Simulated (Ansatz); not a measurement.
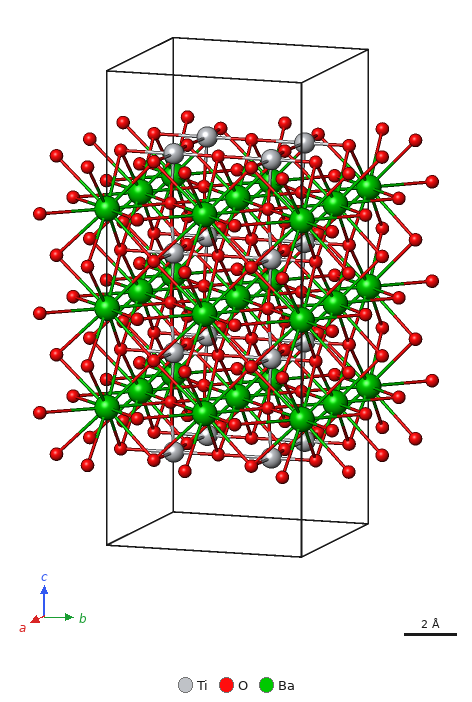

Figure 1. The structure as given in the input (ball-and-stick view of the 2 × 2 repeat of the cell, with the vacuum cut short, seen slightly off an axis; bonded neighbours outside the cell are drawn too). An atom can appear more than once, as a periodic image.

# Single-point calculation, with input and output: Ba3Ti4O11 (part 1 of 2)

The run: single-point calculation of Ba3Ti4O11 (slab, 18 atoms in the cell). Method and program: DFT PBEsol, scalar-relativistic, plane waves, PAW, no spin polarisation (Ansatz 0.2.0).

The structure derives from an entry of the Crystallography Open Database. It belongs to a series of runs on one base structure; here: (1 0 0) slab cut from the bulk. Figures and captions count atoms from 1; the log counts them from 0 in places.

Input file
```yaml
crystal:
  lattice:
    - [3.9557417201, 0.0, 0.0]
    - [0.0, 4.0433218633, 0.0]
    - [0.0, 0.0, 26.8672251603]
  atoms:
    - { symbol: Ti, position: [0.5, 0.5200640153, 0.2791505247] }
    - { symbol: O, position: [0.5, 0.9752356706, 0.2791505247] }
    - { symbol: O, position: [0.0, 0.4859022568, 0.2791505247] }
    - { symbol: Ba, position: [0.0, 0.0048958005, 0.3527670164] }
    - { symbol: O, position: [0.5, 0.4859022568, 0.3527670164] }
    - { symbol: Ti, position: [0.5, 0.5200640153, 0.4263835082] }
    - { symbol: O, position: [0.5, 0.9752356706, 0.4263835082] }
    - { symbol: O, position: [0.0, 0.4859022568, 0.4263835082] }
    - { symbol: Ba, position: [0.0, 0.0048958005, 0.5] }
    - { symbol: O, position: [0.5, 0.4859022568, 0.5] }
    - { symbol: Ti, position: [0.5, 0.5200640153, 0.5736164918] }
    - { symbol: O, position: [0.5, 0.9752356706, 0.5736164918] }
    - { symbol: O, position: [0.0, 0.4859022568, 0.5736164918] }
    - { symbol: Ba, position: [0.0, 0.0048958005, 0.6472329836] }
    - { symbol: O, position: [0.5, 0.4859022568, 0.6472329836] }
    - { symbol: Ti, position: [0.5, 0.5200640153, 0.7208494753] }
    - { symbol: O, position: [0.5, 0.9752356706, 0.7208494753] }
    - { symbol: O, position: [0.0, 0.4859022568, 0.7208494753] }
basis:
  ecutwfc: 420
kpoints:
  mp_grid: { grid: [7, 7, 1] }
hamiltonian:
  xc: pbesol
scf:
  occupations: { method: gaussian, width: 0.05 }
output:
  forces: true
  stress: true
  eigenvalues: true
  write_density: true
  write_potential: true
  elf: true
  volumetric_format: npy
efield:
  axis: 3
  dipole_correction: true
  ramp_width: 0.04
```

Machine: 2 threads of Intel Xeon @ 2.90GHz (Ice Lake), 192 GiB of memory available, shared host.

Launched with:
```bash
ansatz run input.yaml --threads 2 --pin off --max-ram 5120MiB --backend cpu --events-out ev --progress --plain --runs-dir out
```

The program's output
```
Engine: ansatz 0.2.0, x86_64-unknown-linux-gnu
Pseudopotentials: kind: paw
Pseudopotential: Ti, paw, valence charge 12, recommended cutoff 420 eV (normal), Ti.paw.azcp
Pseudopotential: O, paw, valence charge 6, recommended cutoff 420 eV (normal), O.paw.azcp
Pseudopotential: Ba, paw, valence charge 10, recommended cutoff 420 eV (normal), Ba.paw.azcp
Functional definition: PBEsol
  exchange = pbesol_x
  correlation = pbesol_c
Crystal: 18 atoms, lattice volume = 429.723 Å³
Basis set: ecut = 420 eV, 8421 PW (Γ), exchange–correlation on 54×60×360 points (8 copies of the dense FFT grid, shifted against one another)
Bands: 90, of which v1, the nominal top of the filled ones, is band 72 counted from 1 (71 counted from 0)
Symmetry: 2 space group operations
k-points: 16 of 49 (time reversal used)
Non-local potential: Ti, projectors of the file, l = 0: 3, l = 1: 2, l = 2: 3, l = 3: 1
Non-local potential: O, projectors of the file, l = 0: 2, l = 1: 2, l = 2: 1
Non-local potential: Ba, projectors of the file, l = 0: 3, l = 1: 2, l = 2: 2, l = 3: 2
PAW form: soft (Blöchl's): semilocal exchange-correlation on the pseudo side does not see the compensation charge
PAW frozen core: Ti, regenerated for the run's functional, and the local potential with it (the file was generated under x = pbe(κ = 0.804, μ = 0.2195149727645171), c = pbe(β = 0.06672455060314922))
PAW frozen core: O, regenerated for the run's functional, and the local potential with it (the file was generated under x = pbe(κ = 0.804, μ = 0.2195149727645171), c = pbe(β = 0.06672455060314922))
PAW frozen core: Ba, regenerated for the run's functional, and the local potential with it (the file was generated under x = pbe(κ = 0.804, μ = 0.2195149727645171), c = pbe(β = 0.06672455060314922))
PAW one-centre angular grid: Ti, 590 points (default); XC on 64 Gauss nodes
PAW one-centre angular grid: O, 110 points (default); XC on 64 Gauss nodes
PAW one-centre angular grid: Ba, 194 points (default); XC on 64 Gauss nodes
Initial density: superposition of atomic densities (neutral atoms: chi_scale 0, normalization atom), corrected by the library's trained network
Initial wavefunctions: pseudopotential atomic-orbital guess
Functional: x = pbesol(κ = 0.804, μ = 0.12345679012345678), c = pbesol(β = 0.046)
SCF iter   1: F=—  HF=-33679.641062 eV  |F-HF|=—  |Δ(HF+E_count)|=         —  Δρ=1.19e-2  dr2=5.19e-1  ethr=1.77e-3  p=0.000 e·Å  D=1.85e-13 V/Å  ΔV_dip=-0.00 eV  dr2_dipole=8.36e-8  V_vac-E_F(+/−)=4.29/4.29 eV  ⟨swp⟩=9.1  Hψ=6995  notcnv=0  defer=1
efield: sawtooth ramp at fractional position 0.9800 (placed from the atoms, in the widest stretch of the axis that holds none; the zero of the levels goes with the place), width 0.0400; the density the first Hamiltonian is built on has a dipole p = 0.000 e·Å; the dipole correction subtracts the counter field D = 1.85e-13 V/Å, which shifts the + side's vacuum level by -0.00 eV against the − side's; the planar-averaged density in the ramp window peaks in size at 9.8e-6 e/Å³
preconditioner: auto → Resta (q_TF=auto, 2.274 Å⁻¹)  ε∞=3.9  [insulator: Δε(μ)=1.156 eV  Ē_g=11.131 eV  σ=0.050 eV  W_gap=1.00  n_scr=94 (ndim 8)  ℏωp=19.0 eV  f_vac=0.453  D(μ)=0.00/eV (n_scr^D=0)  ε∞_Penn≈3.9  vacuum switching on, ρ_ref=9.0e-3 e/Å³]
SCF iter   2: F=—  HF=-33679.580928 eV  |F-HF|=—  |Δ(HF+E_count)|=   6.01e-2  Δρ=8.13e-3  dr2=3.10e-1  ethr=3.60e-4  p=-0.000 e·Å  D=-3.33e-5 V/Å  ΔV_dip=0.00 eV  dr2_dipole=6.13e-8  V_vac-E_F(+/−)=4.38/4.38 eV  ⟨swp⟩=2.8  Hψ=2652  notcnv=0  defer=186
SCF iter   3: F=—  HF=-33679.531246 eV  |F-HF|=—  |Δ(HF+E_count)|=   4.97e-2  Δρ=1.73e-3  dr2=1.28e-2  ethr=2.15e-4  p=-0.000 e·Å  D=-1.64e-5 V/Å  ΔV_dip=0.00 eV  dr2_dipole=1.45e-8  V_vac-E_F(+/−)=4.36/4.36 eV  ⟨swp⟩=2.9  Hψ=1943  notcnv=0  defer=186
SCF iter   4: F=—  HF=-33679.530039 eV  |F-HF|=—  |Δ(HF+E_count)|=   1.21e-3  Δρ=8.32e-4  dr2=2.90e-3  ethr=8.86e-6  p=0.000 e·Å  D=3.43e-6 V/Å  ΔV_dip=-0.00 eV  dr2_dipole=9.68e-10  V_vac-E_F(+/−)=4.38/4.38 eV  ⟨swp⟩=2.2  Hψ=2369  notcnv=0  defer=186
SCF iter   5: F=—  HF=-33679.529817 eV  |F-HF|=—  |Δ(HF+E_count)|=   2.22e-4  Δρ=4.01e-4  dr2=4.98e-4  ethr=2.02e-6  p=0.000 e·Å  D=1.95e-6 V/Å  ΔV_dip=-0.00 eV  dr2_dipole=1.29e-10  V_vac-E_F(+/−)=4.37/4.37 eV  ⟨swp⟩=2.0  Hψ=2010  notcnv=0  defer=186
SCF iter   6: F=—  HF=-33679.529895 eV  |F-HF|=—  |Δ(HF+E_count)|=   7.76e-5  Δρ=1.06e-4  dr2=4.98e-5  ethr=3.46e-7  p=-0.000 e·Å  D=-5.56e-6 V/Å  ΔV_dip=0.00 eV  dr2_dipole=2.09e-9  V_vac-E_F(+/−)=4.37/4.37 eV  ⟨swp⟩=2.1  Hψ=2353  notcnv=0  defer=186
SCF iter   7: F=—  HF=-33679.530078 eV  |F-HF|=—  |Δ(HF+E_count)|=   1.84e-4  Δρ=4.22e-5  dr2=7.84e-6  ethr=3.46e-8  p=0.000 e·Å  D=1.64e-7 V/Å  ΔV_dip=-0.00 eV  dr2_dipole=2.07e-13  V_vac-E_F(+/−)=4.36/4.36 eV  ⟨swp⟩=2.1  Hψ=2381  notcnv=0  defer=186
SCF iter   8: F=—  HF=-33679.530080 eV  |F-HF|=—  |Δ(HF+E_count)|=   1.66e-6  Δρ=2.03e-5  dr2=1.95e-6  ethr=5.45e-9  p=0.000 e·Å  D=1.47e-6 V/Å  ΔV_dip=-0.00 eV  dr2_dipole=1.79e-10  V_vac-E_F(+/−)=4.36/4.36 eV  ⟨swp⟩=2.0  Hψ=2131  notcnv=0  defer=186
SCF iter   9: F=—  HF=-33679.530080 eV  |F-HF|=—  |Δ(HF+E_count)|=   3.36e-7  Δρ=5.24e-6  dr2=1.82e-7  ethr=1.35e-9  p=-0.000 e·Å  D=-2.16e-6 V/Å  ΔV_dip=0.00 eV  dr2_dipole=5.50e-10  V_vac-E_F(+/−)=4.36/4.36 eV  ⟨swp⟩=2.4  Hψ=2499  notcnv=0  defer=186
SCF iter  10: F=—  HF=-33679.530080 eV  |F-HF|=—  |Δ(HF+E_count)|=   3.82e-8  Δρ=5.13e-6  dr2=1.26e-7  ethr=6.94e-11  p=0.000 e·Å  D=1.52e-6 V/Å  ΔV_dip=-0.00 eV  dr2_dipole=4.26e-10  V_vac-E_F(+/−)=4.36/4.36 eV  ⟨swp⟩=20.6  Hψ=13410  notcnv=0
SCF iter  11: F=-33679.530080 eV  HF=-33679.530080 eV  |F-HF|=5.76e-9  |Δ(HF+E_count)|=   1.58e-8  Δρ=1.45e-6  dr2=9.32e-9  ethr=6.94e-11  p=-0.000 e·Å  D=-9.89e-8 V/Å  ΔV_dip=0.00 eV  dr2_dipole=7.10e-12  V_vac-E_F(+/−)=4.36/4.36 eV  ⟨swp⟩=9.3  Hψ=9674  notcnv=0
SCF 1 converged in 11 iterations: F = -33679.530080 eV  dr2 = 9.32e-9
  greatest PAW one-centre occupation: 0.999 electrons in one spin orbital (limit 2), on the Ti atom at site 10 (counted from 0), in its partial waves of l = 0
```

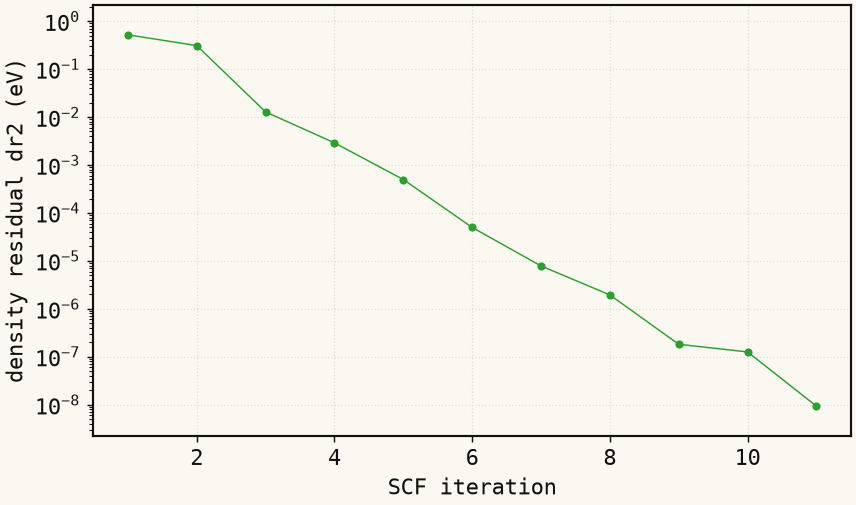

Figure 2. Convergence of the self-consistent field: density residual dr2 against the SCF iteration. The residual falls at every step.

```
WARN: The output density's exchange-correlation potential varies sharply where the density is thin. Do not read a vacuum level from v_tot or v_xc, or from such a field of the output density. On a cell that repeats whose density bears no net charge and no dipole along the vacuum's axis use v_es (v_loc + v_h of the components); under efield.dipole_correction with no amplitude use v_es + v_field, which holds any external_charges[].barrier, or the levels of the report's work_function block, which leave it out; under a non-zero efield.amplitude the vacuum is tilted and has no level; on a cell that repeats and bears such a dipole with no correction it is tilted too, and efield.dipole_correction with no amplitude gives each side of its ramp a level where efield: is served; in a cell that repeats whose density bears a net charge (total_charge, or a fill off its count) it is curved and has none; of a slab under crystal.periodic whose density bears no net charge use v_es, which has a level on each side, short of where the two are joined; of another it falls or rises all the way out and has none; of a slab beside external_charges read slab_vacuum_level instead, which it has where they leave it neutral. The grid or the basis barely resolves most such structure, and the values can differ between equally converged runs; as a rule a tighter scf.convergence.dr2_threshold does not remove it. Where the density itself ripples (under the LDA too) a higher basis.ecutwfc lessens it. The files hold the spikes' plane waves up to the density's cutoff. Files: v_tot_of_output_density and the like, and their columns of v_z.tsv (output.write_potential); v_xc_of_output_density and the like, and their columns of v_comp_z.tsv (output.write_potential_components). Measured: with its Gaussian average of σ = 0.25 Å subtracted twice, the exchange-correlation potential is over 0.1 eV at 198 of the grid points where the equally averaged density (valence and model cores) is under 1e-3 e/Å³, and 0.180 eV at the most among them, at an averaged density of 5.6e-8 e/Å³. The input density's (outcome.potential() and, of a run that writes arrays, v_tot and v_xc) is over 0.1 eV, so measured, at 12 points of its own thin density, 0.113 eV at the most. See output.write_potential in the manual, Limitations
SCF converged after 11 iterations
Free energy (F): -33679.530080 eV
Harris-Foulkes:  -33679.530080 eV  (|F-HF|=5.76e-9)
Internal energy: -33679.530080 eV  (E = F + TS)
E sigma→0 (E₀):  -33679.530080 eV
Fermi energy:    3.697162 eV
Dipole field:    D = 0.000002 V/Å  (p = 0.000006 e·Å, saw-weighted, corrected)
Work function:   Φ+ = 4.3598 eV   Φ− = 4.3598 eV
Levels:          The Fermi level and band energies are counted from a zero that moves with the ramp; work functions are not
--- Per-component energies (eV) ---
  E_band       = -1688.072154
  E_kinetic    = 3514.965217
  E_local      = -125938.616528  (includes V_loc(G=0)·N_el)
  E_nonlocal   = 723.535808
  E_hartree    = 61555.807719
  E_xc         = -1697.729271
  E_vxc        = -1933.025733  (∫ρ·V_xc dr)
  E_paw        = -21174.595875  (= ΣΔE_a)
  E_vpaw       = -1166.556268  (= ΣTr[D̂ρ^β])
  E_aug_tail   = 0.027164  (compensation charges beyond the density's cutoff)
  E_efield     = 0.000000  (sawtooth field / dipole correction)
  E_vefield    = 0.000000  (∫n·V_field dr)
  E_ewald      = 49335.675682
  E_core_change = 1.400004  (= ΣΔE_core)
  E_smearing   = -0.000000  (= −TS)
  E_closure    = -0.000000  (closes the sum)
  Σ components = -33679.530080   (vs F -33679.530080, Δ=0.00e0)
--- Forces (eV/Å), atoms counted from 1 ---
  atom   1  Ti     0.00000000     0.66184072     2.31241738
  atom   2  O     -0.00000000    -0.74019997    -0.38422976
  atom   3  O     -0.00000000    -0.05736515    -0.49170734
  atom   4  Ba    -0.00000000    -0.02412732    -0.76512950
  atom   5  O     -0.00000000     0.13342160    -0.81422971
  atom   6  Ti    -0.00000000     0.03774805     0.10235144
  atom   7  O     -0.00000000    -0.02592289     0.05029891
  atom   8  O      0.00000000     0.00251231     0.05074131
  atom   9  Ba    -0.00000000    -0.00373956    -0.00000097
  atom  10  O      0.00000000     0.02788989    -0.00000180
  atom  11  Ti    -0.00000000     0.03774729    -0.10234510
  atom  12  O     -0.00000000    -0.02592275    -0.05029794
  atom  13  O      0.00000000     0.00251228    -0.05074044
  atom  14  Ba     0.00000000    -0.02412429     0.76514027
  atom  15  O      0.00000000     0.13342170     0.81420983
  atom  16  Ti    -0.00000000     0.66181607    -2.31241331
  atom  17  O      0.00000000    -0.74015108     0.38422006
  atom  18  O      0.00000000    -0.05736392     0.49169941
  max |Σ_I F_I| component: 1.73e-5 eV/Å
```
